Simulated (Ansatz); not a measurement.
## Band-structure calculation, with input and output: InSe

The run: band-structure calculation of InSe (P6₃/mmc, 8 atoms in the cell). Method and program: DFT PBE+D3(BJ), scalar-relativistic, plane waves, PAW, no spin polarisation (Ansatz 0.2.0).

The structure derives from an entry of the Crystallography Open Database. Figures and captions count atoms from 1; the log counts them from 0 in places.

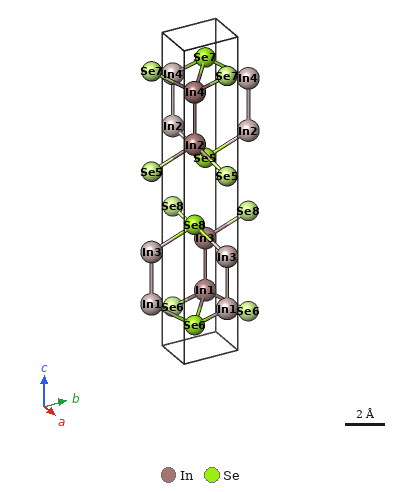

Figure 1. The structure as given in the input (ball-and-stick view of the cell of the calculation, seen slightly off an axis; neighbours outside the cell are drawn fainter; atoms are numbered from 1 in the order of the input). An atom can appear more than once, as a periodic image. Near neighbours in the periodic cell (some may lie outside the picture): In has 1 In at 2.79 Å and 3 Se at 2.66 Å; Se has 3 In at 2.66 Å.

**The input**
```yaml
crystal:
  lattice:
    - [4.0317714919, 0.0, 0.0]
    - [-2.0158857459, 3.4916165342, 0.0]
    - [0.0, 0.0, 16.7623715586]
  atoms:
    - { symbol: In, position: [0.3333333333, 0.6666666667, 0.1666581951] }
    - { symbol: In, position: [0.6666666667, 0.3333333333, 0.6666581951] }
    - { symbol: In, position: [0.3333333333, 0.6666666667, 0.3333418049] }
    - { symbol: In, position: [0.6666666667, 0.3333333333, 0.8333418049] }
    - { symbol: Se, position: [0.3333333333, 0.6666666667, 0.5898711339] }
    - { symbol: Se, position: [0.6666666667, 0.3333333333, 0.0898711339] }
    - { symbol: Se, position: [0.3333333333, 0.6666666667, 0.9101288661] }
    - { symbol: Se, position: [0.6666666667, 0.3333333333, 0.4101288661] }
basis:
  ecutwfc: 420
kpoints:
  mp_grid: { grid: [12, 12, 2] }
  band_path:
    path:
      - [[0.0, 0.0, 0.0], [0.5, 0.0, 0.0], [0.33333333, 0.33333333, 0.0], [0.0, 0.0, 0.0], [0.0, 0.0, 0.5], [0.5, 0.0, 0.5], [0.33333333, 0.33333333, 0.5], [0.0, 0.0, 0.5]]
      - [[0.5, 0.0, 0.5], [0.5, 0.0, 0.0]]
      - [[0.33333333, 0.33333333, 0.5], [0.33333333, 0.33333333, 0.0]]
    npoints: 14
hamiltonian:
  xc: pbe
  dispersion: d3bj
scf:
  occupations: { method: gaussian, width: 0.02 }
  n_extra_bands: 20
output:
  forces: true
  stress: true
  eigenvalues: true
  populations: true
  dos: { projected: true, de: 0.02, nscf_kmesh: { grid: [18, 18, 3] } }
  bader: true
  write_density: true
  write_potential: true
  elf: true
  volumetric_format: npy
```

Launched with:
```bash
ansatz run input.yaml --threads 2 --pin off --max-ram 5120MiB --backend cpu --events-out ev --progress --plain --runs-dir out
```

**The program's output**
```
scf.n_extra_bands = 20 over 58 filled bands (N_el = 116.0): the run solves 78 bands
Engine: ansatz 0.2.0, x86_64-unknown-linux-gnu
Pseudopotentials: kind: paw
Pseudopotential: In, paw, valence charge 13, recommended cutoff 420 eV (normal), In.paw.azcp
Pseudopotential: Se, paw, valence charge 16, recommended cutoff 420 eV (normal), Se.paw.azcp
Functional definition: PBE
  parameter kappa = 0.804
  parameter beta = 0.06672455060314922
  exchange = pbe_x(kappa = kappa, mu = beta*pi^2/3)
  correlation = pbe_c(beta = beta)
Crystal: 8 atoms, lattice volume = 235.971 Å³
Basis set: ecut = 420 eV, 4629 PW (Γ), exchange–correlation on 54×54×240 points (8 copies of the dense FFT grid, shifted against one another)
Bands: 78, of which v1, the nominal top of the filled ones, is band 58 counted from 1 (57 counted from 0)
Symmetry: 24 space group operations
Space group: P63/mmc (ITA 194), of the structure as read, at distance tolerance 6.2e-5 Å
k-points: 38 of 288
Non-local potential: In, projectors of the file, l = 0: 2, l = 1: 2, l = 2: 2, l = 3: 2
Non-local potential: Se, projectors of the file, l = 0: 2, l = 1: 2, l = 2: 3, l = 3: 1
PAW form: soft (Blöchl's): semilocal exchange-correlation on the pseudo side does not see the compensation charge
PAW one-centre angular grid: In, 590 points (default); XC on 64 Gauss nodes
PAW one-centre angular grid: Se, 590 points (default); XC on 64 Gauss nodes
Initial density: superposition of atomic densities (neutral atoms: chi_scale 0, normalization atom), corrected by the library's trained network
Initial wavefunctions: pseudopotential atomic-orbital guess
Functional: x = pbe(κ = 0.804, μ = 0.2195149727645171), c = pbe(β = 0.06672455060314922)
SCF iter   1: F=—  HF=-44274.158922 eV  |F-HF|=—  |Δ(HF+E_count)|=         —  Δρ=1.56e-3  dr2=1.49e-2  ethr=1.77e-3  ⟨swp⟩=6.0  Hψ=11554  notcnv=0  defer=197
preconditioner: auto → Resta (q_TF=auto, 2.424 Å⁻¹)  ε∞=2.8  [insulator: Δε(μ)=0.365 eV  Ē_g=15.505 eV  σ=0.020 eV  W_gap=1.00  n_scr=66 (ndim 8)  ℏωp=21.1 eV  f_vac=0.085  D(μ)=0.00/eV (n_scr^D=0)  ε∞_Penn≈2.8]
SCF iter   2: F=—  HF=-44274.152104 eV  |F-HF|=—  |Δ(HF+E_count)|=   6.82e-3  Δρ=7.56e-4  dr2=1.45e-3  ethr=1.28e-5  ⟨swp⟩=2.0  Hψ=5032  notcnv=0  defer=591
SCF iter   3: F=—  HF=-44274.152095 eV  |F-HF|=—  |Δ(HF+E_count)|=   9.18e-6  Δρ=3.92e-4  dr2=3.11e-4  ethr=1.25e-6  ⟨swp⟩=2.2  Hψ=3678  notcnv=0  defer=591
SCF iter   4: F=—  HF=-44274.152298 eV  |F-HF|=—  |Δ(HF+E_count)|=   2.03e-4  Δρ=9.42e-5  dr2=1.69e-5  ethr=2.68e-7  ⟨swp⟩=2.0  Hψ=3817  notcnv=0  defer=591
SCF iter   5: F=—  HF=-44274.152370 eV  |F-HF|=—  |Δ(HF+E_count)|=   7.20e-5  Δρ=2.64e-5  dr2=3.46e-6  ethr=1.46e-8  ⟨swp⟩=2.0  Hψ=4570  notcnv=0  defer=591
SCF iter   6: F=—  HF=-44274.152373 eV  |F-HF|=—  |Δ(HF+E_count)|=   2.68e-6  Δρ=9.16e-6  dr2=2.46e-7  ethr=2.99e-9  ⟨swp⟩=3.0  Hψ=4216  notcnv=0  defer=591
SCF iter   7: F=-44274.152373 eV  HF=-44274.152373 eV  |F-HF|=1.33e-8  |Δ(HF+E_count)|=   1.92e-7  Δρ=3.01e-6  dr2=2.04e-8  ethr=8.62e-11  ⟨swp⟩=15.3  Hψ=23259  notcnv=0
SCF 1 converged in 7 iterations: F = -44274.152373 eV  dr2 = 2.04e-8
  greatest PAW one-centre occupation: 1.000 electrons in one spin orbital (limit 2), on the Se atom at site 7 (counted from 0), in its partial waves of l = 2
```

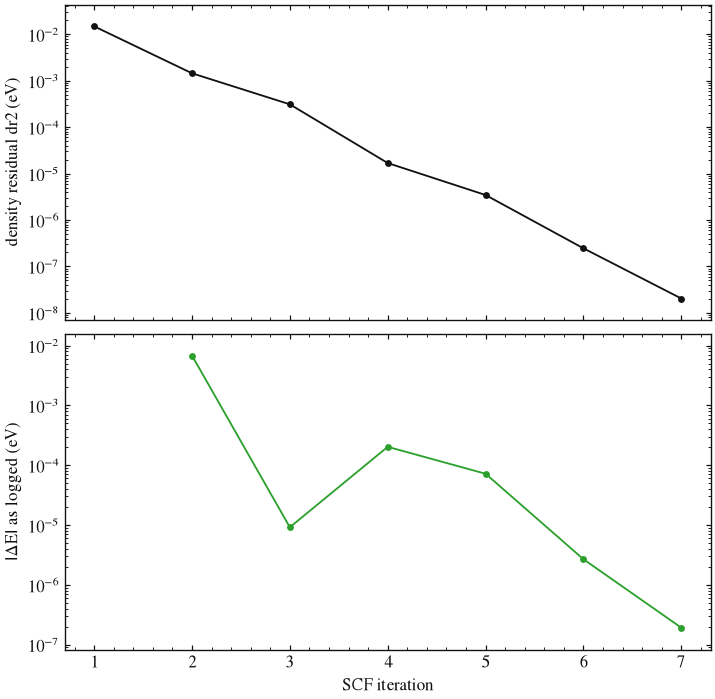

Figure 2. Convergence of the self-consistent field: density residual dr2 and size of the energy change against the SCF iteration. The residual falls at every step.

```
NSCF: frozen V_eff on 129 k-points
NSCF: frozen V_eff on 74 k-points
SCF converged after 7 iterations
Free energy (F): -44274.152373 eV
Harris-Foulkes:  -44274.152373 eV  (|F-HF|=1.33e-8)
Internal energy: -44274.152373 eV  (E = F + TS)
E sigma→0 (E₀):  -44274.152373 eV
Fermi energy:    7.346237 eV
--- Per-component energies (eV) ---
  E_band       = -1835.076816
  E_kinetic    = 1444.748487
  E_local      = -15827.375064  (includes V_loc(G=0)·N_el)
  E_nonlocal   = -914.110601
  E_hartree    = 7294.414895
  E_xc         = -1277.246876
  E_vxc        = -788.724638  (∫ρ·V_xc dr)
  E_paw        = -24265.400315  (= ΣΔE_a)
  E_vpaw       = -338.443163  (= ΣTr[D̂ρ^β])
  E_aug_tail   = -0.002316  (compensation charges beyond the density's cutoff)
  E_ewald      = -10726.805405
  E_disp       = -2.375178  (pairwise vdW)
  E_smearing   = -0.000000  (= −TS)
  E_closure    = -0.000000  (closes the sum)
  Σ components = -44274.152373   (vs F -44274.152373, Δ=0.00e0)
--- Forces (eV/Å), atoms counted from 1 ---
  atom   1  In     0.00000000    -0.00000000     0.00191244
  atom   2  In    -0.00000000     0.00000000     0.00191244
  atom   3  In     0.00000000    -0.00000000    -0.00191244
  atom   4  In    -0.00000000     0.00000000    -0.00191244
  atom   5  Se     0.00000000    -0.00000000     0.00159760
  atom   6  Se    -0.00000000     0.00000000     0.00159760
  atom   7  Se     0.00000000    -0.00000000    -0.00159760
  atom   8  Se    -0.00000000     0.00000000    -0.00159760
  max |Σ_I F_I| component: 6.94e-18 eV/Å
--- Stress (GPa, compression-positive) ---
        0.000794      -0.000000       0.000000
       -0.000000       0.000794       0.000000
        0.000000       0.000000      -0.004165
  P = ⅓ Tr σ = -0.0009 GPa (-0.009 kbar)
--- Band table (eV; the first three rows and the last of 38) ---
  k-point 0: bands = ["-40.2648", "-40.2648", "-40.2648", "-40.2648", "-40.2648", "-40.2648", "-40.2648", "-40.2648", "-40.2383", "-40.2383", "-40.2383", "-40.2383", "-40.2381", "-40.2381", "-40.2381", "-40.2381", "-40.2283", "-40.2283", "-40.2283", "-40.2283", "-7.6198", "-7.6190", "-7.4334", "-7.4334", "-7.4330", "-7.4330", "-7.3494", "-7.3494", "-7.3493", "-7.3493", "-7.3422", "-7.3422", "-7.3421", "-7.3421", "-7.1664", "-7.1664", "-7.1662", "-7.1662", "-7.1421", "-7.1372", "-6.2952", "-6.1674", "-6.0061", "-5.8658", "0.8694", "1.2128", "2.8909", "3.7622", "5.6357", "5.7852", "5.7852", "5.8562", "5.8562", "5.9975", "5.9975", "6.0732", "6.0732", "7.1618", "7.5307", "8.9064", "9.2908", "9.3001", "11.3624", "11.3624", "11.5110", "11.5110", "12.2525", "12.5681", "12.5681", "12.8471", "12.8471", "13.0620", "14.6033", "15.0826", "15.6821", "15.6821", "15.8413", "15.9344"]
  k-point 1: bands = ["-40.2648", "-40.2648", "-40.2648", "-40.2648", "-40.2648", "-40.2648", "-40.2648", "-40.2648", "-40.2383", "-40.2383", "-40.2383", "-40.2383", "-40.2381", "-40.2381", "-40.2381", "-40.2381", "-40.2283", "-40.2283", "-40.2283", "-40.2283", "-7.6194", "-7.6194", "-7.4332", "-7.4332", "-7.4332", "-7.4332", "-7.3493", "-7.3493", "-7.3493", "-7.3493", "-7.3421", "-7.3421", "-7.3421", "-7.3421", "-7.1663", "-7.1663", "-7.1663", "-7.1663", "-7.1397", "-7.1397", "-6.2454", "-6.2454", "-5.9218", "-5.9218", "1.0204", "1.0204", "3.2991", "3.2991", "5.8146", "5.8146", "5.8146", "5.8146", "6.0414", "6.0414", "6.0414", "6.0414", "6.2471", "6.2471", "8.3893", "8.3893", "9.3089", "9.3089", "11.4297", "11.4297", "11.4297", "11.4297", "12.6465", "12.6465", "12.7129", "12.7129", "12.7129", "12.7129", "14.8136", "14.8136", "15.9024", "15.9024", "15.9024", "15.9024"]
  k-point 2: bands = ["-40.2648", "-40.2648", "-40.2648", "-40.2648", "-40.2648", "-40.2648", "-40.2648", "-40.2648", "-40.2383", "-40.2383", "-40.2383", "-40.2383", "-40.2381", "-40.2381", "-40.2381", "-40.2381", "-40.2283", "-40.2283", "-40.2283", "-40.2283", "-7.6193", "-7.6185", "-7.4592", "-7.4556", "-7.4324", "-7.4319", "-7.3791", "-7.3751", "-7.3447", "-7.3445", "-7.3440", "-7.3440", "-7.3388", "-7.3387", "-7.1892", "-7.1861", "-7.1670", "-7.1668", "-7.1108", "-7.1103", "-6.2205", "-6.0971", "-5.9391", "-5.8029", "0.9192", "1.2331", "2.9271", "3.6363", "5.2695", "5.4515", "5.4953", "5.6912", "5.7026", "5.7711", "5.9200", "6.0068", "6.0205", "7.1200", "8.0485", "9.0817", "9.6297", "9.6671", "10.9707", "11.1749", "11.4434", "11.5693", "12.1423", "12.3998", "12.5796", "12.7199", "12.9931", "13.2066", "14.7266", "15.0860", "15.4455", "15.5556", "15.5996", "15.8706"]
  k-point 37: bands = ["-40.2647", "-40.2647", "-40.2647", "-40.2647", "-40.2647", "-40.2647", "-40.2646", "-40.2646", "-40.2384", "-40.2384", "-40.2383", "-40.2383", "-40.2383", "-40.2383", "-40.2381", "-40.2381", "-40.2282", "-40.2282", "-40.2282", "-40.2282", "-7.7307", "-7.7307", "-7.6363", "-7.6363", "-7.5604", "-7.5604", "-7.4533", "-7.4533", "-7.3416", "-7.3416", "-7.3039", "-7.3039", "-7.2918", "-7.2918", "-7.2009", "-7.2009", "-7.1989", "-7.1989", "-7.0001", "-7.0001", "-4.8833", "-4.8833", "-4.8205", "-4.8205", "0.9991", "0.9991", "1.7618", "1.7618", "3.2294", "3.2294", "3.6959", "3.6959", "4.6192", "4.6192", "4.7623", "4.7623", "5.6363", "5.6363", "8.9202", "8.9202", "9.4273", "9.4273", "10.5841", "10.5841", "11.4816", "11.4816", "12.7741", "12.7741", "13.6857", "13.6857", "14.3393", "14.3393", "14.4368", "14.4368", "15.7481", "15.7481", "15.8982", "15.8982"]
--- Löwdin populations: 8 sites ---
  site symbol       q [e]
     0     In     12.7677
     1     In     12.7677
     2     In     12.7677
     3     In     12.7677
     4     Se     16.1793
     5     Se     16.1793
     6     Se     16.1793
     7     Se     16.1793
  spilling = 0.001825 (of n_electrons = 116.000000)
--- Bader charges: 8 sites ---
  site symbol  charge [e]  shift [e]
     0     In      0.6918     0.0017
     1     In      0.6918     0.0017
     2     In      0.6919     0.0017
     3     In      0.6918     0.0017
     4     Se     -0.6918     0.0017
     5     Se     -0.6918     0.0017
     6     Se     -0.6918     0.0017
     7     Se     -0.6919     0.0017
  estimated error of the sums over rays = 2.7e-4 e
```

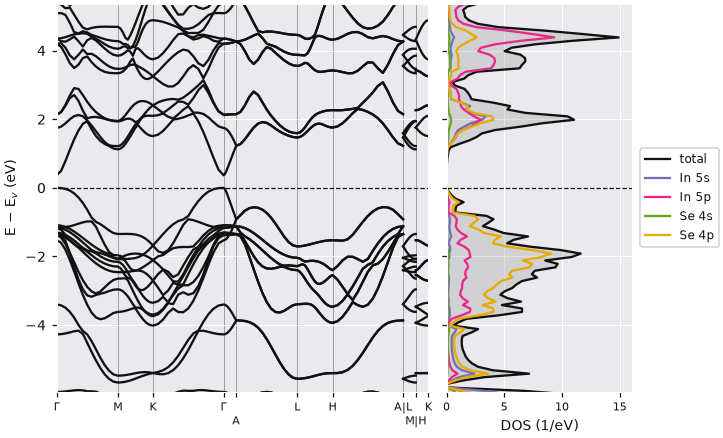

Figure 3. Band structure along Γ–M–K–Γ–A–L–H–A|L–M|H–K and density of states (projected on Löwdin-orthogonalised atomic shells), with energies from the valence-band top. There is a gap of 0.37 eV on this path, direct, at Γ.

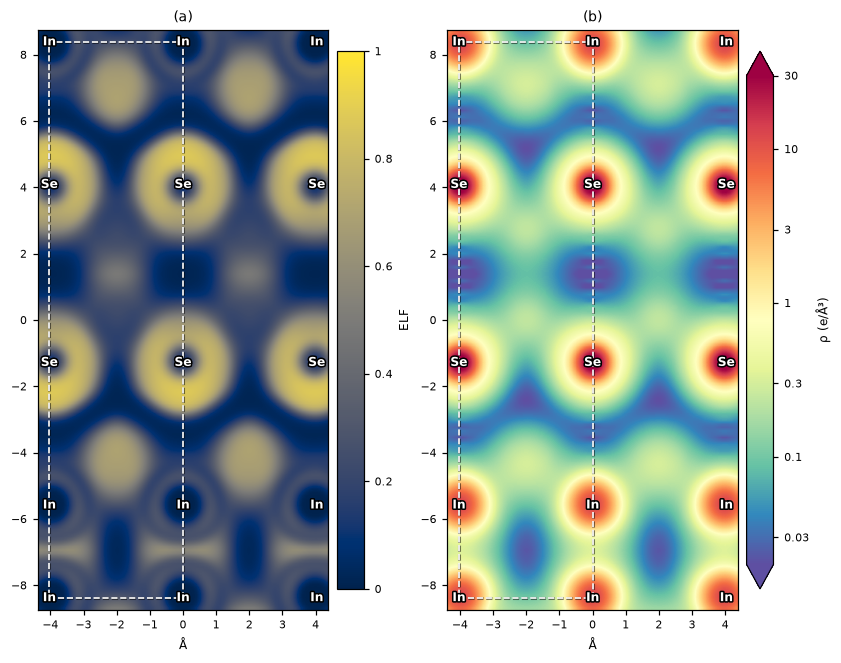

Figure 4. (a) ELF; (b) valence electron density on the (100) plane of the conventional cell. In–In (2.79 Å): ρ is about 0.34 e/Å³ halfway; the ELF is about 0.55 at the midpoint. Away from the nuclei the density in this plane falls to 0.005 e/Å³ at its lowest. Core electrons are frozen (PAW), so the fields are smoothed inside the atomic spheres.

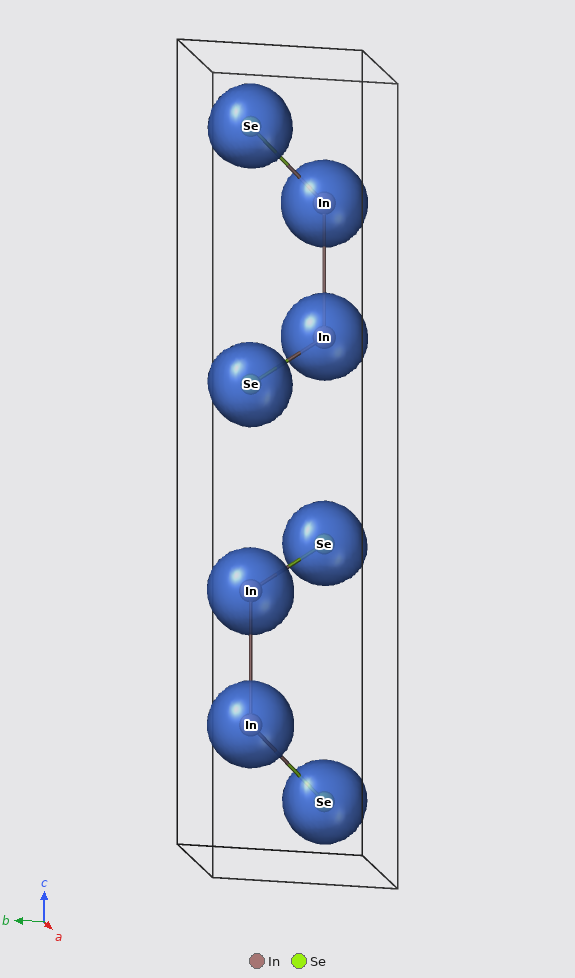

Figure 5. Isosurface of the valence electron density at 0.8 e/Å³ (blue), seen at an oblique angle. Sticks mark near contacts. The outline is the cell set on symmetry axes. At this value the density breaks into separate islands; it holds about 70 % of the electrons treated as valence (semicore included). It is pinched off along the In–Se (2.66 Å) and In–In (2.79 Å) contacts. On the grid the lowest density along these lines, outside the cores, is 0.38 e/Å³ (In–Se, 2.66 Å) and 0.34 e/Å³ (In–In, 2.79 Å).

**Results in brief**

| quantity | value |
| --- | --- |
| outcome | converged |
| space group (tolerance 0.01 Å) | P6₃/mmc (194) |
| electrons treated | 116 |
| free energy | −44274.1524 eV |
| Fermi energy | 7.346 eV |
| gap on the k-point mesh | 0.37 eV |
| gap on the band path | 0.37 eV |
| pressure | 0.00 GPa |
| largest force (length of the vector) | 0.002 eV/Å |
| hardware | 2 threads of Intel Xeon @ 2.50GHz (Skylake/Cascade Lake), 189 GiB of memory available, shared host |
| wall time | 3.2 min (CPU time 6.3 min) |
| peak memory | 1.5 GiB |
